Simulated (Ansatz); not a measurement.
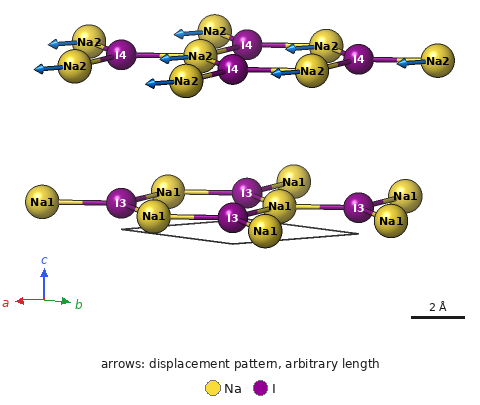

Phonons of a free-standing layer of NaI (a generated structure), at the zone centre. The optical levels lie at 4i (×2), 5, 64 (×2), 169 (×4) cm⁻¹. One mode is drawn. The blue arrows are the displacements of the atoms (eigenvector over the root of the mass), of arbitrary overall length and sign. Style: ball-and-stick. Shown: the cell of the calculation, outlined in the plane, without the vacuum, from a free direction.

Level of theory: Ansatz, DFT PBE, scalar-relativistic, plane waves, PAW. Set-up: plane-wave cutoff 420 eV; k-point mesh 6 × 6 × 1; occupations fixed; no spin polarisation.

Frequencies are those without the non-analytic (LO–TO) term.

Which of these frequencies is the drawn mode's?

The level at 169 cm⁻¹. This is a 4-fold mode (one member of the set is drawn), the highest optical level. All motion is along a of the drawn cell; it stretches the shortest I–Na bonds (3.01 Å); the kinetic energy is shared as Na 85 %, I 15 %.
